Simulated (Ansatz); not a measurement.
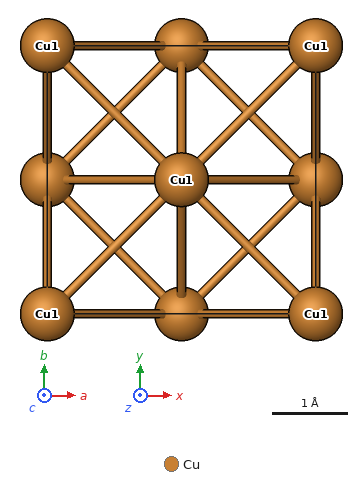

Solid Cu (Fm-3m): the cell is strained equally along x and y, with the atoms kept at their fractional coordinates. x, y and z are the Cartesian axes of the input. The picture shows the reference cell. Style: ball-and-stick. Shown: the conventional cell (4 times the calculation's cell), along the c axis. Lengths and directions refer to the drawn axes.

Computed with Ansatz, DFT PBEsol, scalar-relativistic, plane waves, PAW. Settings: plane-wave cutoff 420 eV; k-point mesh 22 × 22 × 22; occupations gaussian; smearing width 0.15 eV; no spin polarisation. Energies (free energies at the smearing named) are counted from the cell as listed in its source, which wasn't relaxed.

```
CELL_PARAMETERS angstrom
0.00000 1.80750 1.80750
1.80750 0.00000 1.80750
1.80750 1.80750 0.00000
ATOMIC_POSITIONS crystal
Cu 0.00000 0.00000 0.00000
```

Q: What energies does the calculation give (the strain: −0.0200, −0.0150, −0.0100, −0.0050, 0.0000, 0.0050, 0.0100, 0.0150, 0.0175, 0.0200)?

A:
```csv
strain,ΔE (meV/atom)
−0.0200,−9.7
−0.0150,−9.2
−0.0100,−7.3
−0.0050,−4.2
0.0000,0.0
0.0050,5.3
0.0100,11.7
0.0150,19.0
0.0175,23.0
0.0200,27.3
```

Of the computed points the lowest is at the strain −0.02, −9.7 meV/atom. At the ends of the scan the energy is −9.7 meV/atom (−0.02) and 27.3 meV/atom (0.02). The unrelaxed reference is under a pressure of −6.5 GPa, which tilts the curve. The distortion takes the space group from Fm-3m to I4/mmm. At the strain −0.02 the cell of the drawing goes a 3.615 → 3.543 Å, b 3.615 → 3.543 Å.

As a plot:

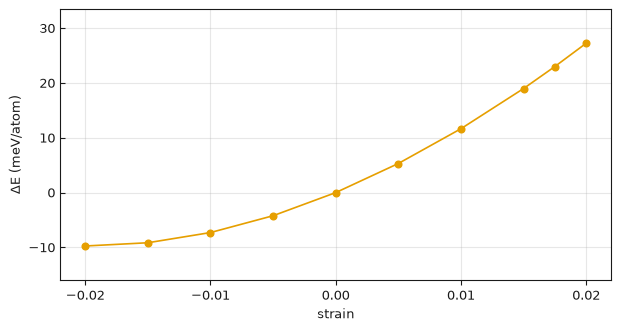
